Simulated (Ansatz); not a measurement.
## Run report: Ti₃Al, single-point calculation

The run: single-point calculation of Ti₃Al (8 atoms in the cell). Method and program: DFT PBE, scalar-relativistic, plane waves, PAW, no spin polarisation (Ansatz 0.2.0).

The structure derives from a Materials Project entry. Figures and captions count atoms from 1; the log counts them from 0 in places.

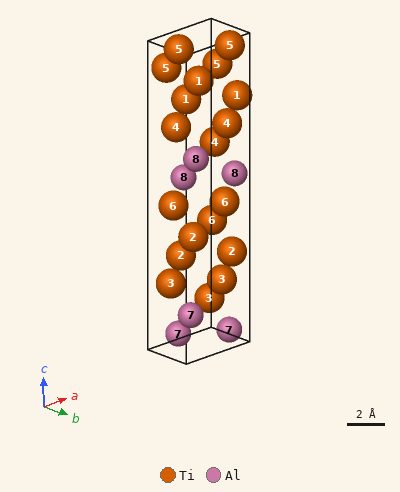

Figure 1. The input geometry (spheres-only view of the cell 2 times as large as that of the calculation, set on its symmetry axes, seen at an oblique angle; atoms are numbered from 1 in the order of the input).

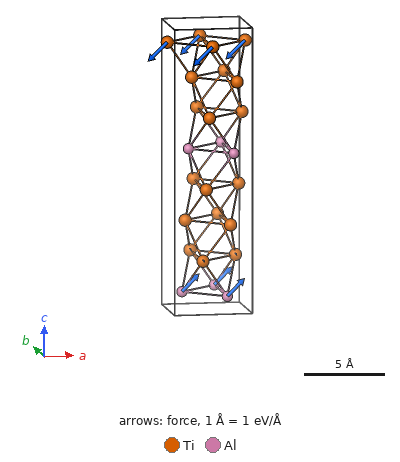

Figure 2. Forces on the atoms as blue arrows (ball-and-stick view of the cell 2 times as large as that of the calculation, set on its symmetry axes, seen slightly off an axis); the smallest are left out. The largest act on Ti5 (1.75 eV/Å); Al7 (1.61 eV/Å). Atoms are counted from 1 in the order of the input and aren't labelled in the picture. The geometry is not a stationary point of this energy.

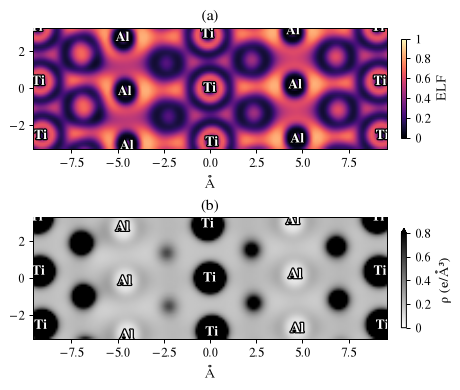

Figure 3. (a) ELF; (b) valence electron density on the (110) plane of the conventional cell. The plane passes through Ti and Al nuclei. Ti–Ti (2.93 Å): ρ is about 0.19 e/Å³ halfway; the ELF is about 0.25 at the midpoint (no shared electron pair). Away from the nuclei the density in this plane falls to 0.15 e/Å³ at its lowest.  The strong features right at Ti lie inside the PAW spheres (semicore, d or f shells) and say nothing about bonding. Core electrons are frozen (PAW), so the fields are smoothed inside the atomic spheres.

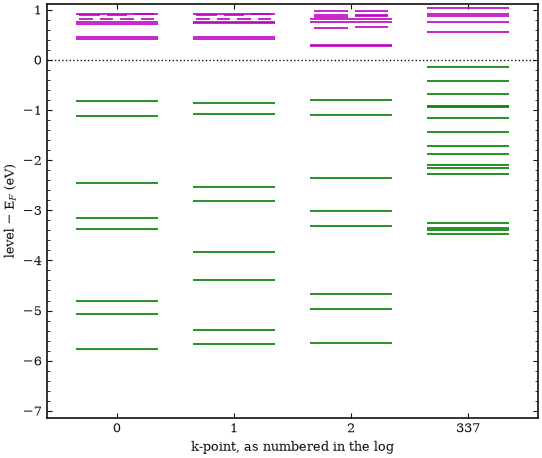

Figure 4. Kohn–Sham levels near the Fermi level (dotted) at the few k-points that the log prints; levels within 0.02 eV of each other stand side by side. The system is metallic on the full mesh.

The input that produced these results follows, with the program's output.

**Input**
```yaml
crystal:
  lattice:
    - [-2.9299584721, 0.0, 0.0]
    - [-1.4649792361, -2.5374184688, 0.0]
    - [-2.1974688541, -2.1145153907, 18.4642706876]
  atoms:
    - { symbol: Ti, position: [0.3958, -0.0105, 0.8126] }
    - { symbol: Ti, position: [0.5624666667, 0.4061666667, 0.3126] }
    - { symbol: Ti, position: [0.2707232991, 0.1768082478, 0.1878301026] }
    - { symbol: Ti, position: [0.1040566325, -0.2398584188, 0.6878301026] }
    - { symbol: Ti, position: [0.0208767009, -0.4478082478, 0.9373698974] }
    - { symbol: Ti, position: [0.1875433675, -0.0311415812, 0.4373698974] }
    - { symbol: Al, position: [0.6458, 0.6145, 0.0626] }
    - { symbol: Al, position: [0.4791333333, 0.1978333333, 0.5626] }
basis:
  ecutwfc: 520.0
kpoints:
  mp_grid: { grid: [15, 15, 3] }
hamiltonian:
  xc: pbe
scf:
  occupations: { method: gaussian, width: 0.15 }
output:
  forces: true
  stress: true
  eigenvalues: true
  write_density: true
  write_potential: true
  elf: true
  volumetric_format: npy
```

Run as:
```bash
ansatz run input.yaml --threads 4 --pin off --max-ram 8192MiB --backend cpu --events-out ev --progress --plain --runs-dir out
```

**Output**
```
Warning: crystal.symmetry: narrowed to the stabiliser of the k-point mesh — unitary ops 2 → 1; excluded 1 operation that carries a point of the 15×15×3 mesh (shift [0, 0, 0]) off the mesh (the run samples exactly the mesh kpoints.mp_grid names, as under crystal.symmetry.detect: false, and its converged state has the mesh's symmetry, not the crystal's; ε∞, the Born charges and the force constants of a linear response (`dielectric:` by the response, `phonons.method: dfpt`) are averaged over those of the crystal's operations that the state keeps within a tolerance, where `mesh_tensors`, `unaveraged_element` or `gamma_mean_max_change_ev_ang2` stands beside them; a row that `dielectric.field_direction` solves alone is averaged likewise, with nothing beside; a Γ-centred mesh of equal divisions is mapped onto itself by every operation and keeps the whole group, as does a half-shifted one under kpoints.further_shifts: images)
Engine: ansatz 0.2.0, aarch64-unknown-linux-gnu
Pseudopotentials: kind: paw
Pseudopotential: Ti, paw, valence charge 12, recommended cutoff 420 eV (normal), Ti.paw.azcp
Pseudopotential: Al, paw, valence charge 3, recommended cutoff 420 eV (normal), Al.paw.azcp
Functional definition: PBE
  parameter kappa = 0.804
  parameter beta = 0.06672455060314922
  exchange = pbe_x(kappa = kappa, mu = beta*pi^2/3)
  correlation = pbe_c(beta = beta)
Crystal: 8 atoms, lattice volume = 137.273 Å³
Basis set: ecut = 520 eV, 3757 PW (Γ), exchange–correlation on 48×48×288 points (8 copies of the dense FFT grid, shifted against one another)
Bands: 47, of which v1, the nominal top of the filled ones, is band 39 counted from 1 (38 counted from 0)
Symmetry: 1 space group operations
k-points: 338 of 675 (time reversal used)
Non-local potential: Ti, projectors of the file, l = 0: 3, l = 1: 2, l = 2: 3, l = 3: 1
Non-local potential: Al, projectors of the file, l = 0: 2, l = 1: 2, l = 2: 1
PAW form: soft (Blöchl's): semilocal exchange-correlation on the pseudo side does not see the compensation charge
PAW one-centre angular grid: Ti, 590 points (default); XC on 64 Gauss nodes
PAW one-centre angular grid: Al, 110 points (default); XC on 64 Gauss nodes
Initial density: superposition of atomic densities (neutral atoms: chi_scale 0, normalization atom), corrected by the library's trained network
Initial wavefunctions: pseudopotential atomic-orbital guess
Functional: x = pbe(κ = 0.804, μ = 0.2195149727645171), c = pbe(β = 0.06672455060314922)
SCF iter   1: F=—  HF=-16073.558193 eV  |F-HF|=—  |Δ(HF+E_count)|=         —  Δρ=7.17e-3  dr2=9.49e-1  ethr=1.77e-3  ⟨swp⟩=6.1  Hψ=63258  notcnv=0
preconditioner: auto → Kerker (q_TF=auto, 2.483 Å⁻¹)  [metal: Δε(μ)=0.002 eV  Ē_g=2.823 eV  σ=0.150 eV  W_gap=0.01  n_scr=20 (ndim 8)  ℏωp=17.4 eV  f_vac=0.000  D(μ)=7.91/eV (n_scr^D=90)]
SCF iter   2: F=—  HF=-16073.546356 eV  |F-HF|=—  |Δ(HF+E_count)|=   1.18e-2  Δρ=3.45e-3  dr2=2.24e-1  ethr=1.22e-3  ⟨swp⟩=1.0  Hψ=18590  notcnv=0  defer=1
SCF iter   3: F=—  HF=-16073.543034 eV  |F-HF|=—  |Δ(HF+E_count)|=   3.32e-3  Δρ=7.91e-4  dr2=1.37e-3  ethr=2.87e-4  ⟨swp⟩=1.0  Hψ=15713  notcnv=0  defer=1
SCF iter   4: F=—  HF=-16073.542950 eV  |F-HF|=—  |Δ(HF+E_count)|=   8.32e-5  Δρ=2.55e-4  dr2=2.11e-4  ethr=1.76e-6  ⟨swp⟩=2.1  Hψ=21270  notcnv=0  defer=1
SCF iter   5: F=—  HF=-16073.542923 eV  |F-HF|=—  |Δ(HF+E_count)|=   2.74e-5  Δρ=6.38e-5  dr2=1.89e-5  ethr=2.71e-7  ⟨swp⟩=2.6  Hψ=24746  notcnv=0  defer=1
SCF iter   6: F=—  HF=-16073.542826 eV  |F-HF|=—  |Δ(HF+E_count)|=   9.74e-5  Δρ=1.99e-5  dr2=7.94e-7  ethr=2.42e-8  ⟨swp⟩=2.0  Hψ=18762  notcnv=0  defer=1
SCF iter   7: F=-16073.542825 eV  HF=-16073.542826 eV  |F-HF|=4.14e-8  |Δ(HF+E_count)|=   8.15e-8  Δρ=5.13e-6  dr2=5.83e-8  ethr=1.28e-10  ⟨swp⟩=12.2  Hψ=99847  notcnv=0
SCF 1 converged in 7 iterations: F = -16073.542825 eV  dr2 = 5.83e-8
  Residual-converged pass: ⟨swp⟩=1.0  Hψ=17241  notcnv=0  max |occ|·‖R‖ = 7.1e-9 eV (tolerance 1.0e-8 eV)  dr2=5.83e-8  dr2_onsite=4.24e-9  max |Δocc| = 5.7e-11
  greatest PAW one-centre occupation: 0.999 electrons in one spin orbital (limit 2), on the Ti atom at site 1 (counted from 0), in its partial waves of l = 0
SCF converged after 7 iterations
Free energy (F): -16073.542825 eV
Harris-Foulkes:  -16073.542826 eV  (|F-HF|=4.14e-8)
Internal energy: -16073.453407 eV  (E = F + TS)
E sigma→0 (E₀):  -16073.498116 eV
Entropy (-TS):   -0.089418 eV (-11.177 meV/atom)
Fermi energy:    11.808509 eV
--- Per-component energies (eV) ---
  E_band       = -1002.762328
  E_kinetic    = 1679.484001
  E_local      = -7044.053775  (includes V_loc(G=0)·N_el)
  E_nonlocal   = 69.456303
  E_hartree    = 3057.342485
  E_xc         = -664.372134
  E_vxc        = -789.642328  (∫ρ·V_xc dr)
  E_paw        = -7220.398543  (= ΣΔE_a)
  E_vpaw       = -1032.685537  (= ΣTr[D̂ρ^β])
  E_aug_tail   = 0.000326  (compensation charges beyond the density's cutoff)
  E_ewald      = -5950.912070
  E_smearing   = -0.089418  (= −TS)
  E_closure    = -0.000000  (closes the sum)
  Σ components = -16073.542825   (vs F -16073.542825, Δ=0.00e0)
--- Forces (eV/Å), atoms counted from 1 ---
  atom   1  Ti     0.01216517    -0.00702023    -0.00475772
  atom   2  Ti     0.00241740    -0.00141415    -0.02829339
  atom   3  Ti     0.08976674    -0.05181209     0.08339670
  atom   4  Ti     0.00586399    -0.00336003     0.01414403
  atom   5  Ti    -1.07028969     0.61790130    -1.23500595
  atom   6  Ti     0.00155156    -0.00090149     0.00194173
  atom   7  Al     0.95910455    -0.55372930     1.16869975
  atom   8  Al    -0.00058391     0.00033845    -0.00012396
  max |Σ_I F_I| component: 4.19e-6 eV/Å
--- Stress (GPa, compression-positive) ---
       -0.217193      -0.188013       2.988065
       -0.188013      -0.434327      -1.725284
        2.988065      -1.725284       3.336411
  P = ⅓ Tr σ = 0.8950 GPa (8.950 kbar)
--- Band table (eV; the first three rows and the last of 338) ---
  k-point 0: bands = ["-44.8995", "-44.8889", "-44.8509", "-44.8195", "-44.7889", "-44.7691", "-21.4241", "-21.4122", "-21.1800", "-21.1473", "-20.8900", "-20.8798", "-20.8643", "-20.8598", "-20.8585", "-20.8557", "-20.8232", "-20.8200", "-20.7998", "-20.7955", "-20.7804", "-20.7784", "-20.7693", "-20.7552", "3.3023", "3.4242", "6.0387", "6.7409", "6.9982", "8.4279", "8.6634", "9.3457", "10.6939", "10.9906", "12.2192", "12.2686", "12.5315", "12.5582", "12.6255", "12.6268", "12.6269", "12.6295", "12.7043", "12.7068", "12.7168", "12.7282", "13.0180"]
  k-point 1: bands = ["-44.8995", "-44.8889", "-44.8509", "-44.8195", "-44.7889", "-44.7691", "-21.4241", "-21.4122", "-21.1800", "-21.1473", "-20.8900", "-20.8798", "-20.8643", "-20.8598", "-20.8585", "-20.8557", "-20.8232", "-20.8200", "-20.7998", "-20.7955", "-20.7804", "-20.7784", "-20.7693", "-20.7552", "3.3045", "3.4214", "6.1387", "6.4196", "7.4169", "7.9804", "9.0022", "9.2638", "10.7302", "10.9463", "12.2291", "12.2542", "12.5345", "12.5571", "12.6252", "12.6271", "12.6272", "12.6292", "12.7045", "12.7068", "12.7165", "12.7283", "13.0187"]
  k-point 2: bands = ["-44.8954", "-44.8848", "-44.8477", "-44.8164", "-44.7867", "-44.7667", "-21.4167", "-21.4048", "-21.1801", "-21.1479", "-20.9029", "-20.8897", "-20.8790", "-20.8754", "-20.8691", "-20.8625", "-20.8318", "-20.8267", "-20.8122", "-20.8010", "-20.7984", "-20.7865", "-20.7832", "-20.7609", "3.4032", "3.5246", "6.1646", "6.8312", "7.1348", "8.4980", "8.7916", "9.4465", "10.7105", "11.0064", "12.0871", "12.1081", "12.4518", "12.4620", "12.5526", "12.6208", "12.6685", "12.6847", "12.7049", "12.7067", "12.7722", "12.7903", "12.9812"]
  k-point 337: bands = ["-44.7958", "-44.7818", "-44.7709", "-44.7554", "-44.7482", "-44.7154", "-21.3887", "-21.3875", "-21.3731", "-21.3469", "-21.2748", "-21.2384", "-21.1336", "-21.1126", "-21.0312", "-21.0219", "-20.9922", "-20.9785", "-20.9699", "-20.9539", "-20.9250", "-20.9080", "-20.8742", "-20.8680", "8.3284", "8.4218", "8.4593", "8.5600", "9.5373", "9.6433", "9.7044", "9.9225", "10.0840", "10.3616", "10.6412", "10.8603", "10.8819", "11.1285", "11.3875", "11.6678", "12.3595", "12.5616", "12.6784", "12.7299", "12.8467", "12.9883", "13.3625"]
```

**Results in brief**

| quantity | value |
| --- | --- |
| outcome | converged |
| space group (tolerance 0.01 Å) | Cm (8) |
| electrons treated | 78 |
| free energy | −16073.5428 eV |
| Fermi energy | 11.809 eV |
| gap on the k-point mesh | none (metallic) |
| pressure | 0.89 GPa |
| largest force (length of the vector) | 1.747 eV/Å |
| hardware | 4 threads of Arm Neoverse V1, 24 GiB of memory available, shared host |
| wall time | 91 s (CPU time 6 min) |
| peak memory | 2 GiB |

**Remarks**

Warnings of the run: the k-point mesh lowers the symmetry that the run can use.
